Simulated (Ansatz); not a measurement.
Run report: TiN, single-point calculation

TiN (Fm-3m, 2 atoms in the cell), computed with DFT PBEsol, scalar-relativistic, plane waves, PAW, no spin polarisation (Ansatz 0.2.0).

The structure derives from an entry of the Crystallography Open Database. Figures and captions count atoms from 1; the log counts them from 0 in places.

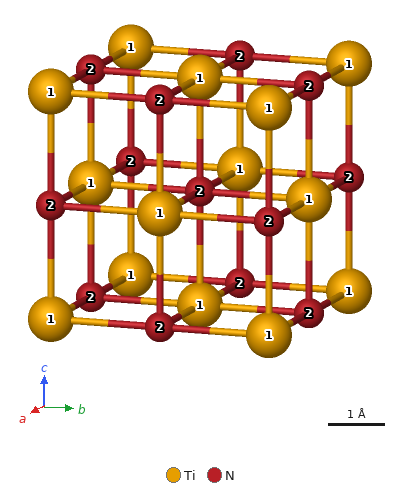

Fig. 1: The structure as given in the input (ball-and-stick view of the cell 4 times as large as that of the calculation, set on its symmetry axes, seen slightly off an axis; atoms are numbered from 1 in the order of the input).

Key numbers:

```json
{"quantity": "outcome", "value": "converged"}
{"quantity": "space group (tolerance 0.01 Å)", "value": "Fm-3m (225)"}
{"quantity": "electrons treated", "value": "17"}
{"quantity": "free energy", "value": "−2856.2263 eV"}
{"quantity": "Fermi energy", "value": "17.525 eV"}
{"quantity": "gap on the k-point mesh", "value": "none (metallic)"}
{"quantity": "pressure", "value": "0.07 GPa"}
{"quantity": "largest force (length of the vector)", "value": "under 0.001 eV/Å"}
{"quantity": "hardware", "value": "1 thread of Oxide Virtual Turin-like (Zen 5), 32 GiB of memory available, shared host"}
{"quantity": "wall time", "value": "1.4 s"}
{"quantity": "peak memory", "value": "0.36 GiB"}
```

Notes:

The cell holds an odd number of electrons but the run has no spin polarisation, so it comes out as a metal.

Input:
```yaml
crystal:
  lattice:
    - [0.0, 2.1019668646, 2.1019668646]
    - [2.1019668646, 0.0, 2.1019668646]
    - [2.1019668646, 2.1019668646, 0.0]
  atoms:
    - { symbol: Ti, position: [0.0, 0.0, 0.0] }
    - { symbol: "N", position: [0.5, 0.5, 0.5] }
basis:
  ecutwfc: 420
kpoints:
  mp_grid: { grid: [14, 14, 14] }
hamiltonian:
  xc: pbesol
scf:
  occupations: { method: gaussian, width: 0.15 }
output:
  forces: true
  stress: true
  eigenvalues: true
  write_density: true
  write_potential: true
  elf: true
  volumetric_format: npy
```

Run as:
```bash
ansatz run input.yaml --threads 1 --pin off --max-ram 2560MiB --backend cpu --events-out ev --progress --plain --runs-dir out
```

Log:
```
Engine: ansatz 0.2.0, x86_64-unknown-linux-gnu
Pseudopotentials: kind: paw
Pseudopotential: Ti, paw, valence charge 12, recommended cutoff 420 eV (normal), Ti.paw.azcp
Pseudopotential: N, paw, valence charge 5, recommended cutoff 420 eV (normal), N.paw.azcp
Functional definition: PBEsol
  exchange = pbesol_x
  correlation = pbesol_c
Crystal: 2 atoms, lattice volume = 18.574 Å³
Basis set: ecut = 420 eV, 339 PW (Γ), exchange–correlation on 40×40×40 points (8 copies of the dense FFT grid, shifted against one another)
Bands: 13, of which v1, the nominal top of the filled ones, is band 9 counted from 1 (8 counted from 0)
Symmetry: 48 space group operations
Space group: Fm-3m (ITA 225), of the structure as read, at distance tolerance 2.6e-5 Å
k-points: 104 of 2744
Non-local potential: Ti, projectors of the file, l = 0: 3, l = 1: 2, l = 2: 3, l = 3: 1
Non-local potential: N, projectors of the file, l = 0: 2, l = 1: 2, l = 2: 1
PAW form: soft (Blöchl's): semilocal exchange-correlation on the pseudo side does not see the compensation charge
PAW frozen core: Ti, regenerated for the run's functional, and the local potential with it (the file was generated under x = pbe(κ = 0.804, μ = 0.2195149727645171), c = pbe(β = 0.06672455060314922))
PAW frozen core: N, regenerated for the run's functional, and the local potential with it (the file was generated under x = pbe(κ = 0.804, μ = 0.2195149727645171), c = pbe(β = 0.06672455060314922))
PAW one-centre angular grid: Ti, 590 points (default); XC on 64 Gauss nodes
PAW one-centre angular grid: N, 110 points (default); XC on 64 Gauss nodes
Initial density: superposition of atomic densities (neutral atoms: chi_scale 0, normalization atom), corrected by the library's trained network
Initial wavefunctions: pseudopotential atomic-orbital guess
Functional: x = pbesol(κ = 0.804, μ = 0.12345679012345678), c = pbesol(β = 0.046)
SCF iter   1: F=—  HF=-2856.234509 eV  |F-HF|=—  |Δ(HF+E_count)|=         —  Δρ=1.33e-2  dr2=3.07e-2  ethr=1.77e-3  ⟨swp⟩=4.4  Hψ=6570  notcnv=0
preconditioner: auto → none  [metal: Δε(μ)=0.036 eV  Ē_g=9.793 eV  σ=0.150 eV  W_gap=0.13  n_scr=8 (ndim 8)  ℏωp=25.8 eV  f_vac=0.000  D(μ)=0.95/eV (n_scr^D=14)  sad-step TF]
SCF iter   2: F=—  HF=-2856.228677 eV  |F-HF|=—  |Δ(HF+E_count)|=   5.83e-3  Δρ=7.48e-3  dr2=1.13e-2  ethr=1.81e-4  ⟨swp⟩=1.0  Hψ=2184  notcnv=0
SCF iter   3: F=—  HF=-2856.226283 eV  |F-HF|=—  |Δ(HF+E_count)|=   2.39e-3  Δρ=1.00e-3  dr2=2.24e-4  ethr=6.65e-5  ⟨swp⟩=2.1  Hψ=1616  notcnv=0
SCF iter   4: F=—  HF=-2856.226249 eV  |F-HF|=—  |Δ(HF+E_count)|=   3.40e-5  Δρ=9.54e-5  dr2=1.21e-6  ethr=1.32e-6  ⟨swp⟩=2.1  Hψ=1572  notcnv=0
SCF iter   5: F=—  HF=-2856.226255 eV  |F-HF|=—  |Δ(HF+E_count)|=   5.62e-6  Δρ=8.53e-6  dr2=8.98e-9  ethr=7.10e-9  ⟨swp⟩=2.2  Hψ=1772  notcnv=0
SCF iter   6: F=-2856.226255 eV  HF=-2856.226255 eV  |F-HF|=2.53e-10  |Δ(HF+E_count)|=  5.68e-10  Δρ=1.63e-6  dr2=3.60e-10  ethr=5.28e-11  ⟨swp⟩=5.3  Hψ=6988  notcnv=0
SCF 1 converged in 6 iterations: F = -2856.226255 eV  dr2 = 3.60e-10
  greatest PAW one-centre occupation: 0.999 electrons in one spin orbital (limit 2), on the Ti atom at site 0 (counted from 0), in its partial waves of l = 0
```

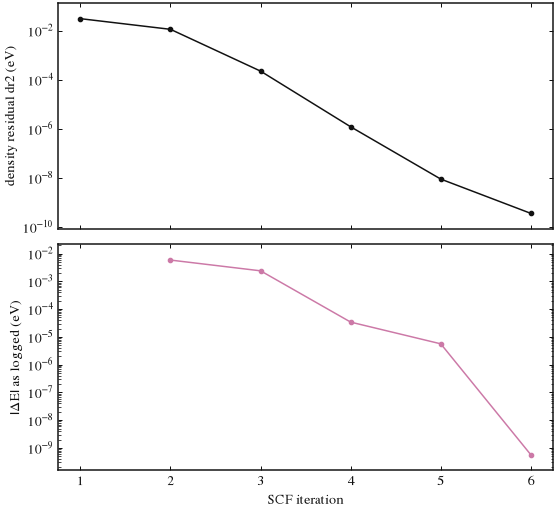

Fig. 2: Convergence of the self-consistent field: density residual dr2 and size of the energy change against the SCF iteration. The residual falls at every step.

```
SCF converged after 6 iterations
Free energy (F): -2856.226255 eV
Harris-Foulkes:  -2856.226255 eV  (|F-HF|=2.53e-10)
Internal energy: -2856.215717 eV  (E = F + TS)
E sigma→0 (E₀):  -2856.220986 eV
Entropy (-TS):   -0.010538 eV (-5.269 meV/atom)
Fermi energy:    17.525420 eV
--- Per-component energies (eV) ---
  E_band       = -84.433381
  E_kinetic    = 407.287511
  E_local      = -769.625688  (includes V_loc(G=0)·N_el)
  E_nonlocal   = 52.632220
  E_hartree    = 307.472293
  E_xc         = -158.915432
  E_vxc        = -201.161566  (∫ρ·V_xc dr)
  E_paw        = -1144.251468  (= ΣΔE_a)
  E_vpaw       = -188.511088  (= ΣTr[D̂ρ^β])
  E_aug_tail   = 0.000152  (compensation charges beyond the density's cutoff)
  E_ewald      = -1550.982788
  E_core_change = 0.167483  (= ΣΔE_core)
  E_smearing   = -0.010538  (= −TS)
  E_closure    = 0.000000  (closes the sum)
  Σ components = -2856.226255   (vs F -2856.226255, Δ=0.00e0)
--- Forces (eV/Å), atoms counted from 1 ---
  atom   1  Ti    -0.00000000     0.00000000     0.00000000
  atom   2  N      0.00000000    -0.00000000    -0.00000000
  max |Σ_I F_I| component: 7.69e-30 eV/Å
--- Stress (GPa, compression-positive) ---
        0.065974      -0.000000       0.000000
       -0.000000       0.065974       0.000000
        0.000000      -0.000000       0.065974
  P = ⅓ Tr σ = 0.0660 GPa (0.660 kbar)
--- Band table (eV; the first three rows and the last of 104) ---
  k-point 0: bands = ["-40.0132", "-16.0825", "-16.0825", "-16.0825", "0.2975", "15.4623", "15.4623", "15.4623", "16.8694", "16.8694", "16.8694", "18.1299", "18.1299"]
  k-point 1: bands = ["-40.0077", "-16.1208", "-16.0855", "-16.0855", "0.4038", "14.8754", "15.0207", "15.0207", "17.0235", "17.0235", "17.1726", "18.5926", "18.5926"]
  k-point 2: bands = ["-39.9922", "-16.2269", "-16.0941", "-16.0941", "0.7088", "13.7357", "14.2147", "14.2147", "17.3382", "17.3382", "17.6033", "19.5880", "19.5880"]
  k-point 103: bands = ["-39.8636", "-16.5437", "-16.4606", "-16.3373", "2.2256", "11.8136", "12.1049", "12.1129", "17.9352", "18.9710", "20.0592", "20.8135", "21.5704"]
```

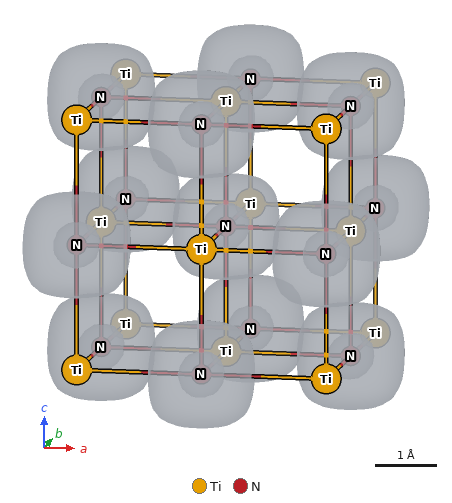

Fig. 3: Isosurface of the electron localisation function at 0.6 (grey), seen slightly off an axis. Core shells and regions of very low density are left out. Sticks mark near contacts. The outline is the cell set on symmetry axes. Profiles from the grid: Ti–N (2.10 Å): the ELF is about 0.20 at the midpoint (no shared pair; the contact is polar). Core electrons are frozen (PAW), so the fields are smoothed inside the atomic spheres.

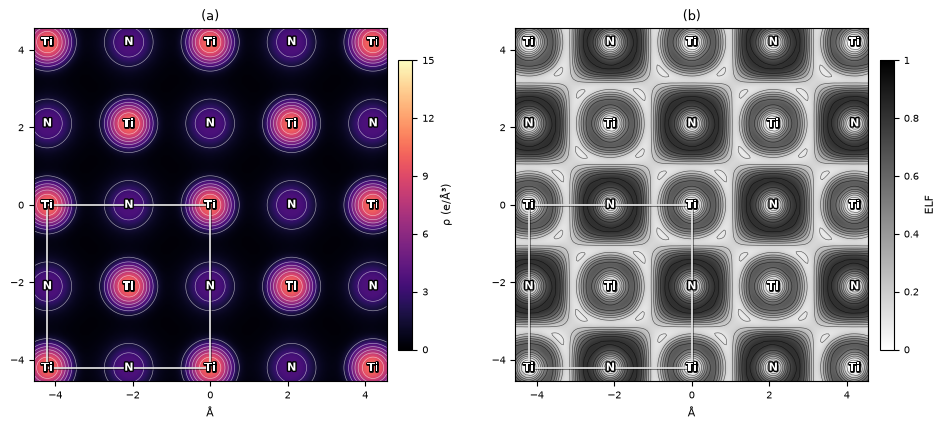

Fig. 4: (a) valence electron density; (b) ELF on the (100) plane of the conventional cell. Atoms in the plane: Ti and N. Ti–N (2.10 Å): ρ at the midpoint is about 0.53 e/Å³; the ELF is about 0.20 at the midpoint (a polar contact without a shared pair, in a metal). Away from the nuclei the density in this plane falls to 0.21 e/Å³ at its lowest. The strong features right at Ti lie inside the PAW spheres (semicore, d or f shells) and say nothing about bonding.
